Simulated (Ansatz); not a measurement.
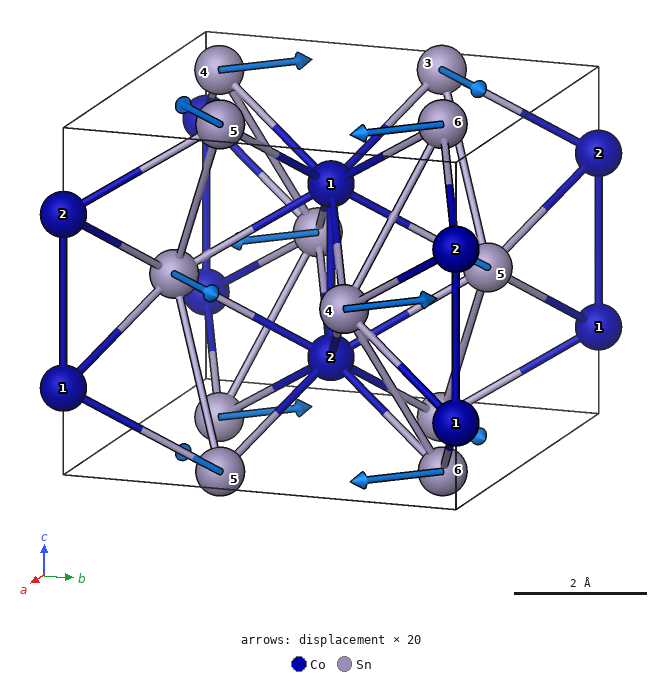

This is a relaxation of a crystal of CoSn2 (set up in I4/mcm). The starting structure is drawn; blue arrows show the displacements (the part carried along by the change of the cell is left out), magnified 20 times.

Style: ball-and-stick. Shown: the conventional cell (2 times the calculation's cell), slightly off an axis. Lengths and directions refer to the drawn axes.

Theory: Ansatz 0.2.0, DFT r2SCAN, scalar-relativistic, plane waves, PAW. Settings: plane-wave cutoff 500 eV; k-point mesh 8 × 8 × 8; occupations gaussian; smearing width 0.1 eV; collinear spin; cell and atoms relaxed; force threshold 0.005 eV/Å; at most 80 steps.

### What happened in the run?

The largest moves relative to the cell, 0.079 Å, are those of Sn3, Sn4, Sn5 and Sn6. Sn4 goes along [−1 1 0]. Co stays in place. The volume changes by −2.2 %, with a = b 6.365 → 6.313 Å (−0.8 %), c 5.457 → 5.425 Å (−0.6 %). Some distances before and after: Sn3–Sn5 2.844 → 2.979 Å, Sn3–Sn5 (another image) 3.192 → 3.092 Å, Co1–Sn3 2.759 → 2.715 Å, Co1–Co2 2.729 → 2.712 Å. The space group stays I4/mcm (No. 140). After 3 accepted moves (5 points after the start) the energy has fallen by 26.8 meV per atom. Largest force component: 0.66 eV/Å at the start, 0.00013 eV/Å at the end. The pressure goes from −2.44 to −0.01 GPa. The line search rejected the trial step at point 1 of the run. At 1 point the geometry stayed and the basis and grid were re-selected for the new cell (energy shift of 0.1 meV per atom at most each time). The program noted that the starting moments weren't kept. Cost: 11 min on 2 threads of Arm Neoverse V1, on a shared host, peak memory 1.1 GiB.
